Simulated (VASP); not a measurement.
This input was run:

POSCAR:
```
BaO
1.0
    0.0000000000      2.7658300000      2.7658300000
    2.7658300000      0.0000000000      2.7658300000
    2.7658300000      2.7658300000      0.0000000000
Ba O
1 1
Direct
    0.0000000000      0.0000000000      0.0000000000
    0.5000000000      0.5000000000      0.5000000000
```

INCAR.step1:
```
SYSTEM = BaO
PREC = Accurate ; ENCUT = 520
EDIFF = 1E-5 ; ISMEAR = 0
SIGMA = 0.02 ; LREAL = .FALSE.
LASPH = .TRUE. ; NELM = 80
ALGO = Normal ; ISIF = 2
LWAVE = .TRUE. ; LCHARG = .FALSE.
NBANDS = 15 ; GGA = PE
```

INCAR.step2:
```
SYSTEM = BaO
PREC = Accurate ; ENCUT = 520
EDIFF = 1E-6 ; ISMEAR = 0
SIGMA = 0.02 ; LREAL = .FALSE.
LASPH = .TRUE. ; NELM = 80
ALGO = Normal ; ISIF = 2
LWAVE = .FALSE. ; LCHARG = .FALSE.
GGA = PE ; LHFCALC = .TRUE.
HFSCREEN = 0.2 ; PRECFOCK = Fast
NBANDS = 15 ; ISTART = 1
```

KPOINTS:
```
regular mesh
0
G
  6 6 6
  0 0 0
```

KPOINTS_OPT:
```
path GXWKGLUWLK,UX
12
line-mode
reciprocal
 0.0000000000  0.0000000000  0.0000000000  G
 0.5000000000  0.0000000000  0.5000000000  X

 0.5000000000  0.0000000000  0.5000000000  X
 0.5000000000  0.2500000000  0.7500000000  W

 0.5000000000  0.2500000000  0.7500000000  W
 0.3750000000  0.3750000000  0.7500000000  K

 0.3750000000  0.3750000000  0.7500000000  K
 0.0000000000  0.0000000000  0.0000000000  G

 0.0000000000  0.0000000000  0.0000000000  G
 0.5000000000  0.5000000000  0.5000000000  L

 0.5000000000  0.5000000000  0.5000000000  L
 0.6250000000  0.2500000000  0.6250000000  U

 0.6250000000  0.2500000000  0.6250000000  U
 0.5000000000  0.2500000000  0.7500000000  W

 0.5000000000  0.2500000000  0.7500000000  W
 0.5000000000  0.5000000000  0.5000000000  L

 0.5000000000  0.5000000000  0.5000000000  L
 0.3750000000  0.3750000000  0.7500000000  K

 0.6250000000  0.2500000000  0.6250000000  U
 0.5000000000  0.0000000000  0.5000000000  X
```

System: rocksalt BaO, space group Fm-3m, 2 atoms in the primitive cell.

Computed with VASP 6.6.1: HSE06, VASP PAW PBE potentials, release 64 (Ba_sv, O), no spin polarisation, no spin-orbit coupling, 6×6×6 k mesh, 520 eV cutoff, Gaussian smearing of 0.02 eV.

What will the band structure look like? The path is Γ–X–W–K–Γ–L–U–W–L–K|U–X.

The material is gapped. The gap along this path is 3.25 eV and direct: both edges lie at X. The top valence level at X is a single band, not degenerate (spin aside). The next level lies only 0.19 eV lower. The top valence band spans 1.6 eV and the lowest conduction band 3.2 eV. The direct gaps are 8.00 eV at L, 4.92 eV at K and 3.25 eV at X.

The PAW data sets were made with another functional. Spin-orbit coupling is left out, which matters for Ba. The k mesh is thin for exact exchange. The cell was derived from a database entry in an earlier step, so it needn't be the measured one.

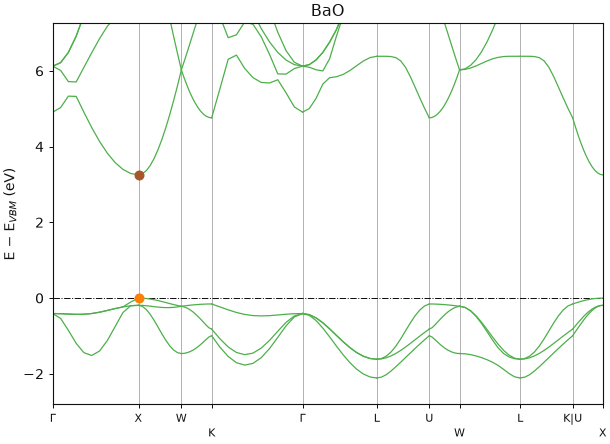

Band structure. Energies are counted from the top of the valence band.
